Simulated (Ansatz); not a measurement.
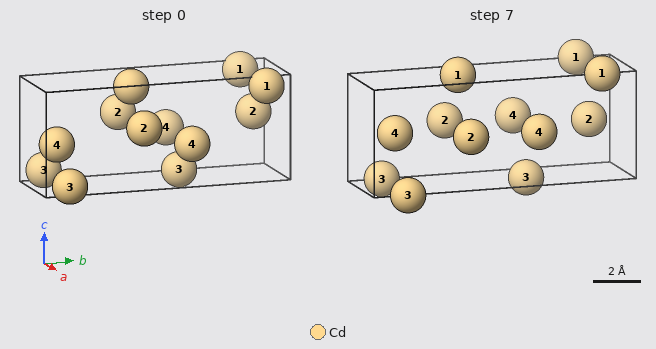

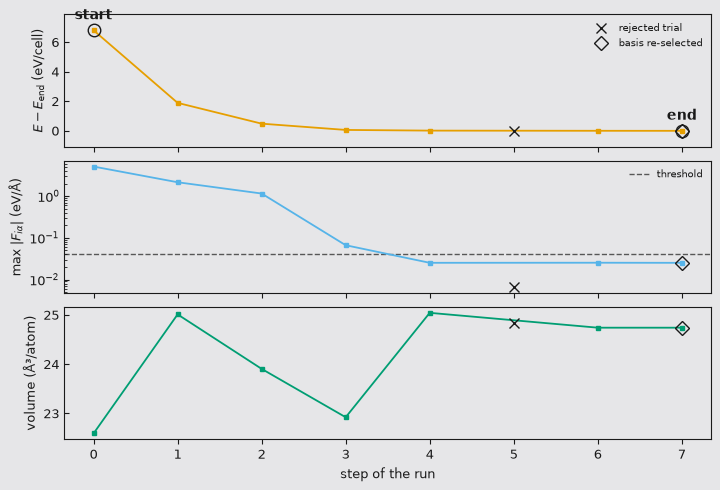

First and last geometry of a relaxation of solid Cd (built on the black phosphorus_64 type) (coarse preliminary run), with the history of the run. A spheres-only model of the conventional cell (2 times the calculation's cell), seen slightly off an axis. Lengths and directions refer to the drawn axes.

Case: black phosphorus type (Cmce, No. 64).

Theory: Ansatz 0.2.0, DFT PBE, scalar-relativistic, plane waves, PAW.

Input
```yaml
crystal:
  lattice:
    - [1.7525236404, -5.5593650223, 0.0]
    - [1.7525236404, 5.5593650223, 0.0]
    - [0.0, 0.0, 4.6380988186]
  atoms:
    - { symbol: Cd, position: [0.098, 0.902, 0.91] }
    - { symbol: Cd, position: [0.598, 0.402, 0.59] }
    - { symbol: Cd, position: [0.902, 0.098, 0.09] }
    - { symbol: Cd, position: [0.402, 0.598, 0.41] }
basis:
  ecutwfc: 420
kpoints:
  mp_grid: { grid: [6, 6, 4] }
hamiltonian:
  xc: pbe
scf:
  occupations: { method: gaussian, width: 0.1 }
  lower_state_search: "off"
output:
  forces: true
  stress: true
  eigenvalues: true
relax:
  adjacent_minimum: "off"
  f_tol: 0.04
  max_steps: 70
  cell: { stress_tol: 0.4 }
```

### What do the curves and the structures tell?

It converged. The largest moves relative to the cell, 0.57 Å, are those of Cd1, Cd2, Cd3 and Cd4. Cd1 goes along [0 −1 3]. The drawn cell changes as follows: a 3.505 → 3.503 Å (0.0 %), b 11.119 → 11.930 Å (+7.3 %), c 4.638 → 4.736 Å (+2.1 %); the volume changes by +9.5 %. Among the contacts that change: Cd1–Cd3 2.334 → 3.102 Å, Cd1–Cd2 3.608 → 2.945 Å, Cd1–Cd2 (another image) 2.297 → 2.945 Å. New bonds form: Cd1–Cd2 (3.61 → 2.95 Å), Cd3–Cd4 (3.61 → 2.95 Å). Among the angles between lasting bonds that change: Cd2–Cd1–Cd2 99.5° → 73.0°, Cd2–Cd1–Cd3 103.4° → 90.0°. The space group (tolerance 0.01 Å) goes from Cmce (No. 64) to Fmmm (No. 69). The energy falls by 6.804 eV per cell of the calculation in 5 accepted moves (7 points after the start). The largest force component goes from 5.1 to 0.025 eV/Å. The pressure goes from 41.46 to −0.07 GPa. The line search rejected the trial step at point 5 of the run. At 1 point the geometry stayed and the basis and grid were re-selected for the new cell (energy shift of 2.6 meV per cell of the calculation at most each time). The run took of the order of 30 core-seconds on a shared host.
